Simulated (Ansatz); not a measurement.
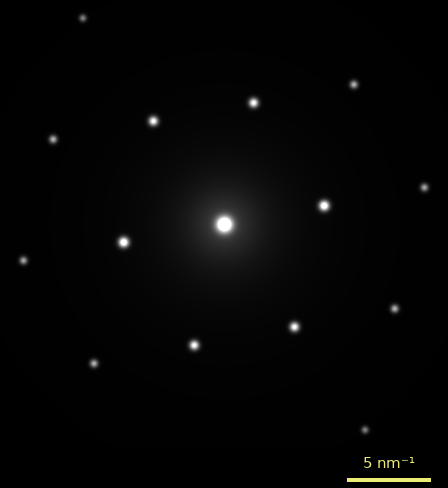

Computed electron diffraction pattern, 80 kV, single scattering only, B = 0.5 Å².

Phase: Al, space group Im-3m (No. 229), a = 3.257 Å. Structure: the end point of a relaxation with DFT, RPBE, plane waves (420 eV) with PAW, scalar-relativistic in Ansatz 0.2.0; the starting structure was generated, so it need not be a known form of this composition.

```
atom  site  symmetry       x       y       z
  Al    2a      m-3m  0.0000  0.0000  0.0000
```

Which low-index zone axis gives this pattern?

The spots form a centred rectangular net whose two shortest vectors correspond to d = 1.63 Å and 1.33 Å, 65.9° apart. They index as 0 0 2 and 1 -2 1, so the zone axis is [210] (or an equivalent direction of <210>).

Which reflections of this zone are missing, and why?

The lattice centring (I) removes all reflections that break h + k + l = 2n.

List the strongest reflections.

Strongest reflections with d > 0.80 Å, one of each family (|F|² from tabulated Gaussian fits of the electron scattering factors, times a small damping for the curvature of the Ewald sphere):

```tsv
hkl	d (Å)	I (strongest = 100)
0 0 2	1.628	100
1 -2 1	1.330	56
1 -2 3	0.870	15
0 0 4	0.814	12
```
